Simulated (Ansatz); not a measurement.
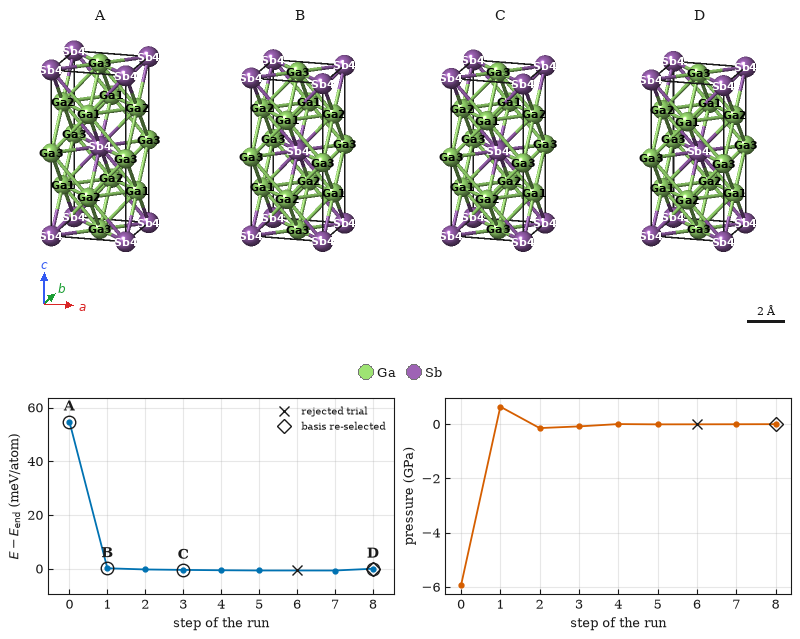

Frames of a relaxation of a crystal of Ga3Sb (set up in I4/mmm), marked on the history of the run. A ball-and-stick model of the conventional cell (2 times the calculation's cell), seen slightly off an axis. Lengths and directions refer to the drawn axes.

Case: dispersion relaxed: D3(BJ).

Method: Ansatz 0.2.0, DFT PBEsol+D3(BJ), scalar-relativistic, plane waves, PAW. (plane-wave cutoff 420 eV; k-point mesh 14 × 14 × 14; occupations gaussian; smearing width 0.1 eV; no spin polarisation; cell and atoms relaxed; force threshold 0.01 eV/Å; at most 60 steps)

### Describe the path.

The atoms keep their places relative to the cell (all moves are under 0.005 Å). The drawn cell changes as follows: a = b 4.318 → 4.186 Å (−3.0 %), c 9.521 → 8.949 Å (−6.0 %); the volume changes by −11.7 %. Some distances before and after: Ga1–Sb4 3.213 → 3.064 Å, Ga1–Ga3 3.213 → 3.064 Å, Ga3–Sb4 3.053 → 2.960 Å, Ga1–Ga2 3.053 → 2.960 Å. The space group stays I4/mmm (No. 139). The energy falls by 54.8 meV per atom in 6 accepted moves (8 points after the start). All forces vanish by symmetry, so only the cell relaxes. Pressure: −5.94 GPa at the start and 0.00 GPa at the end. The line search rejected the trial step at point 6 of the run. The SCF was repeated once at an unchanged geometry on a basis and grid sized afresh for the cell, which shifted the energy by 0.7 meV per atom at most. The run took 6 min on 1 thread of Intel(R) Xeon(R) Platinum 8259CL CPU @ 2.50GHz (Skylake/Cascade Lake) (shared host), peak memory 0.84 GiB. From step 0 to 1: volume −12.5 %, energy −54.6 meV per atom. From step 1 to 3: volume +1.1 %, energy −0.6 meV per atom. From step 3 to 8: volume −0.1 %, energy +0.4 meV per atom.

```tsv
step	E − E(0), meV/atom	pressure, GPa	volume, Å³/atom	note
0	0.00	-5.94	22.186	
1	-54.60	0.64	19.408	
2	-55.05	-0.14	19.642	
3	-55.22	-0.08	19.624	
4	-55.34	0.00	19.601	
5	-55.43	-0.01	19.602	
6	-55.43	0.00	19.598	rejected
7	-55.44	0.00	19.601	
8	-54.78	0.00	19.601	same geometry, new basis
```
